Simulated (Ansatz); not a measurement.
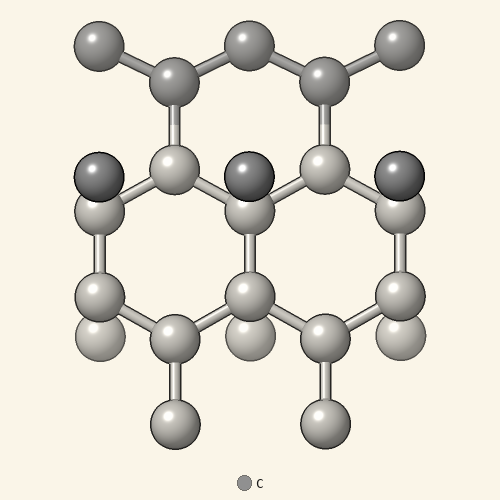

The system is Si on a C(10−1) slab cut from the C2/m phase, its upper half relaxed before the scan (16 atoms of substrate and one adsorbate in a 2 × 1 cell); the picture shows it without the atoms that are moved over the map. Si is moved over the surface cell at a fixed height above a rigid substrate; the origin of the map has the adsorbate above C15; the height is held at 3.10 Å. Places are given modulo a cell vector. The map is drawn in real space over the plane of the surface. The scan uses a 4 × 4 grid; 12 points were computed and 4 follow by symmetry. Places are given in fractions of the 1 × 1 surface cell. Energies are in eV, from the lowest grid point. Energies and slopes of some neighbouring points disagree (a jump in structure or state, or too coarse a mesh). The magnetic moment jumps between some neighbouring points. At a fixed height the lowest place need not be the adsorption site. Level of theory: Ansatz, DFT PBE+D3(BJ), scalar-relativistic, plane waves, PAW. Settings: cutoff 420 eV, k-mesh 6×6×1, gaussian smearing 0.05 eV, spin-polarised.

Range: position of Si17 along the first surface vector from 0.00 to 0.75; position of Si17 along the second surface vector from 0.00 to 0.75.

What will the energy surface look like?

The lowest grid point is at the top site over a surface C atom, (0/4, 0/4) of the cell vectors. The highest grid point, the trough between two rows of top atoms, (0/4, 2/4) of the cell vectors, lies 0.702 eV above the lowest. At the lowest point the adsorbate has 1 C at 3.10 Å as nearest neighbours, at the highest 2 C at 3.81 Å.

| second ↓, first → | 0/4 | 1/4 | 2/4 | 3/4 |
| --- | --- | --- | --- | --- |
| 3/4 | 0.612 | 0.569 | 0.505 | 0.569 |
| 2/4 | 0.702 | 0.540 | 0.561 | 0.540 |
| 1/4 | 0.134 | 0.302 | 0.187 | 0.302 |
| 0/4 | 0.000 | 0.072 | 0.100 | 0.072 |

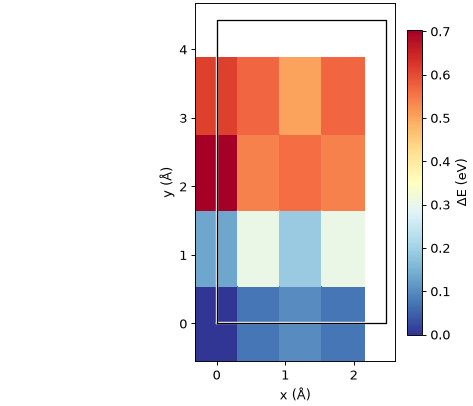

Drawn: one coloured cell a grid point, the outline of one cell of the plane.

Each point was launched as `ansatz run input.yaml --threads 2 --pin off --max-ram 6144MiB --backend cpu --events-out ev --progress --plain --runs-dir out`. Time for the 12 points that were run: 29 min on 2 threads of Intel(R) Xeon(R) Platinum 8259CL CPU @ 2.50GHz (Skylake/Cascade Lake) (shared host).

PAW datasets: the set soft_1.
